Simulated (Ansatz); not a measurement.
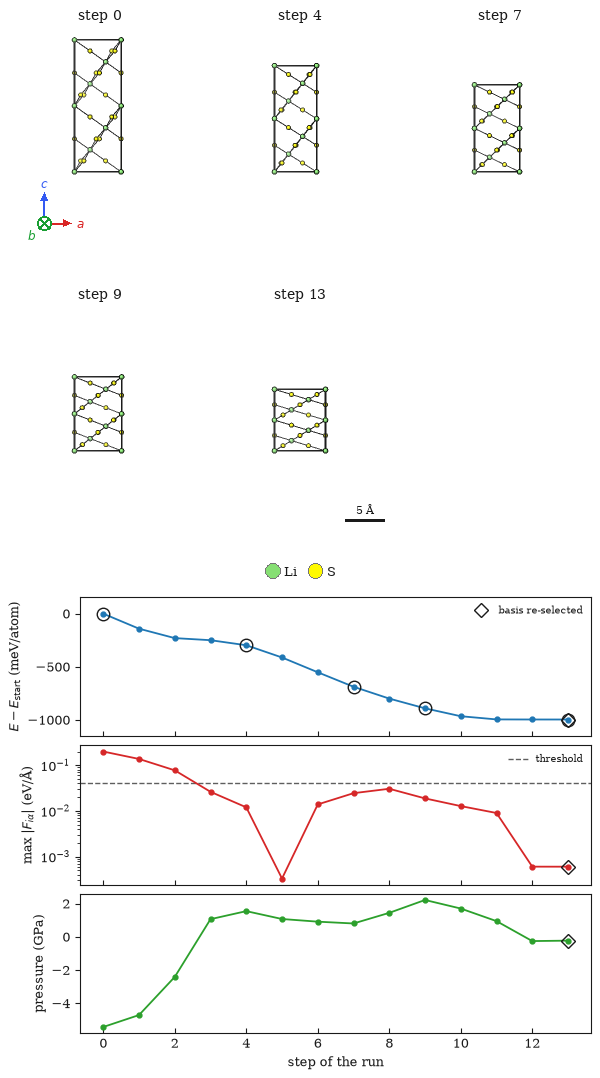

Frames of a relaxation of a crystal of LiS₃ (a generated structure, set up in R-3c) (coarse preliminary run), marked on the history of the run. Style: ball-and-stick. Shown: the conventional cell (3 times the calculation's cell), along the b axis. Lengths and directions refer to the drawn axes.

Level of theory: Ansatz 0.2.0, DFT PBE, scalar-relativistic, plane waves, PAW. Settings: plane-wave cutoff 420 eV; k-point mesh 4 × 4 × 4; occupations gaussian; smearing width 0.1 eV; no spin polarisation; cell and atoms relaxed; force threshold 0.04 eV/Å; at most 70 steps.

### Describe the path.

The largest moves relative to the cell, 0.27 Å, are those of S atoms. Li stays in place. The volume changes by −44.2 %, with a = b 7.071 → 7.734 Å (+9.4 %), c 17.321 → 8.073 Å (−53.4 %). Some distances before and after: S–S 3.544 → 2.607 Å, Li–S 2.512 → 2.332 Å. Bond angles that change, for instance: S–Li–S 90.3° → 112.0°, S–Li–S 89.7° → 68.0°, Li–S–Li 168.7° → 180.0°. The space group (tolerance 0.01 Å) goes from R-3c (No. 167) to R-3m (No. 166). Over 12 accepted moves (13 points after the start) the energy falls by 996 meV per atom. Largest force component: 0.2 eV/Å at the start, 0.0006 eV/Å at the end. The pressure goes from −5.42 to −0.23 GPa. At 1 point the geometry stayed and the basis and grid were re-selected for the new cell (energy shift of 0.1 meV per atom at most each time). From step 0 to 4: S atoms move most (0.15 Å), volume −34.3 %, energy −297 meV per atom. From step 4 to 7: S atoms move most (0.02 Å), volume −6.1 %, energy −391 meV per atom. From step 7 to 9: S atoms move most (0.03 Å), volume −7.2 %, energy −203 meV per atom. From step 9 to 13: S atoms move most (0.03 Å), volume −2.5 %, energy −105 meV per atom.

```json
{"step": "0", "E − E(0), meV/atom": "0.00", "largest force component, eV/Å": "0.1999", "pressure, GPa": "-5.42", "volume, Å³/atom": "31.250", "note": ""}
{"step": "1", "E − E(0), meV/atom": "-141.21", "largest force component, eV/Å": "0.1375", "pressure, GPa": "-4.70", "volume, Å³/atom": "27.090", "note": ""}
{"step": "2", "E − E(0), meV/atom": "-229.93", "largest force component, eV/Å": "0.0775", "pressure, GPa": "-2.41", "volume, Å³/atom": "23.416", "note": ""}
{"step": "3", "E − E(0), meV/atom": "-249.50", "largest force component, eV/Å": "0.0262", "pressure, GPa": "1.07", "volume, Å³/atom": "20.930", "note": ""}
{"step": "4", "E − E(0), meV/atom": "-297.06", "largest force component, eV/Å": "0.0120", "pressure, GPa": "1.55", "volume, Å³/atom": "20.522", "note": ""}
{"step": "5", "E − E(0), meV/atom": "-412.23", "largest force component, eV/Å": "0.0003", "pressure, GPa": "1.07", "volume, Å³/atom": "20.263", "note": ""}
{"step": "6", "E − E(0), meV/atom": "-551.42", "largest force component, eV/Å": "0.0139", "pressure, GPa": "0.91", "volume, Å³/atom": "19.777", "note": ""}
{"step": "7", "E − E(0), meV/atom": "-687.71", "largest force component, eV/Å": "0.0245", "pressure, GPa": "0.81", "volume, Å³/atom": "19.270", "note": ""}
{"step": "8", "E − E(0), meV/atom": "-799.02", "largest force component, eV/Å": "0.0306", "pressure, GPa": "1.45", "volume, Å³/atom": "18.565", "note": ""}
{"step": "9", "E − E(0), meV/atom": "-890.75", "largest force component, eV/Å": "0.0188", "pressure, GPa": "2.22", "volume, Å³/atom": "17.876", "note": ""}
{"step": "10", "E − E(0), meV/atom": "-965.04", "largest force component, eV/Å": "0.0128", "pressure, GPa": "1.70", "volume, Å³/atom": "17.481", "note": ""}
{"step": "11", "E − E(0), meV/atom": "-995.10", "largest force component, eV/Å": "0.0090", "pressure, GPa": "0.95", "volume, Å³/atom": "17.077", "note": ""}
{"step": "12", "E − E(0), meV/atom": "-995.86", "largest force component, eV/Å": "0.0006", "pressure, GPa": "-0.25", "volume, Å³/atom": "17.425", "note": ""}
{"step": "13", "E − E(0), meV/atom": "-995.98", "largest force component, eV/Å": "0.0006", "pressure, GPa": "-0.23", "volume, Å³/atom": "17.425", "note": "same geometry, new basis"}
```
